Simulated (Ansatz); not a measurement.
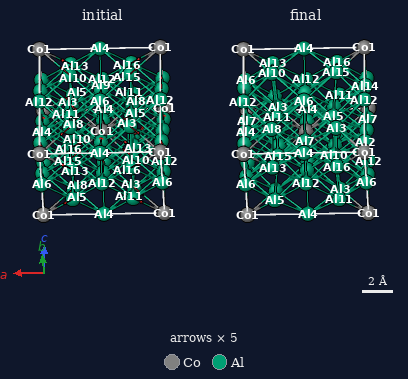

The structure of a defect cell of composition Al15Co (coarse preliminary run) before (left) and after (right) a relaxation, at one scale. The red arrows give the displacements, magnified 5 times.

The picture is a ball-and-stick view of the conventional cell (2 times the calculation's cell), seen from a free direction. Lengths and directions refer to the drawn axes.

Case: Co on a Al site (a), charge +0, atoms relaxed at the host's cell.

Theory: DFT PBE, scalar-relativistic, plane waves, PAW in Ansatz 0.2.0.

The input:
```yaml
crystal:
  lattice:
    - [-4.0416209214, -4.0416209214, 4.0416209214]
    - [4.0416209214, 4.0416209214, 4.0416209214]
    - [-4.0416209214, 4.0416209214, -4.0416209214]
  atoms:
    - { symbol: Co, position: [0.0, 0.0, 0.0], spin: 3.0 }
    - { symbol: Al, position: [0.25, 0.0, 0.75] }
    - { symbol: Al, position: [0.0, 0.25, 0.75] }
    - { symbol: Al, position: [0.5, 0.0, 0.5] }
    - { symbol: Al, position: [0.25, 0.25, 0.5] }
    - { symbol: Al, position: [0.0, 0.5, 0.5] }
    - { symbol: Al, position: [0.75, 0.0, 0.25] }
    - { symbol: Al, position: [0.5, 0.25, 0.25] }
    - { symbol: Al, position: [0.25, 0.5, 0.25] }
    - { symbol: Al, position: [0.0, 0.75, 0.25] }
    - { symbol: Al, position: [0.75, 0.25, 0.0] }
    - { symbol: Al, position: [0.5, 0.5, 0.0] }
    - { symbol: Al, position: [0.25, 0.75, 0.0] }
    - { symbol: Al, position: [0.75, 0.5, 0.75] }
    - { symbol: Al, position: [0.5, 0.75, 0.75] }
    - { symbol: Al, position: [0.75, 0.75, 0.5] }
basis:
  ecutwfc: 420
  xc_grid: 2
kpoints:
  mp_grid: { grid: [1, 1, 1], shift: [0.0, 0.0, 0.0] }
hamiltonian:
  xc: pbe
scf:
  occupations: { method: gaussian, width: 0.1 }
output:
  forces: true
  stress: false
  eigenvalues: true
  populations: true
magnetization:
  spin_polarized: true
relax:
  adjacent_minimum: "off"
  f_tol: 0.025
  max_steps: 45
```

Launched with:
```bash
ansatz run input.yaml --threads 4 --pin off --max-ram 8192MiB --backend cpu --events-out ev --progress --plain --runs-dir out
```

**Summarise the run.**

The largest moves, 0.19 Å, are those of 12 atoms (Al2, Al3, Al5, Al7 and others). Al10 goes along [1 0 1]. Co stays in place. The cell stays as it was. Among the contacts that change: Al10–Al11 2.858 → 3.063 Å, Al11–Al12 2.858 → 3.051 Å, Al10–Al13 2.858 → 2.665 Å, Co1–Al10 2.858 → 2.665 Å. The energy falls by 1.121 eV per cell of the calculation in 3 accepted moves (5 points after the start). Largest force component: 0.59 eV/Å at the start, 0.0062 eV/Å at the end. The line search rejected the trial step at point 2 of the run. 1 step only repeated the SCF at the same geometry. Cost: 10 s on 4 threads of Arm Neoverse N1 (shared host), peak memory 0.44 GiB.

Limits of the set-up: the k-point mesh is coarse for a cell with partly filled bands; the periodic images lie only 7.0 Å apart, so the values are limited by the cell's size.
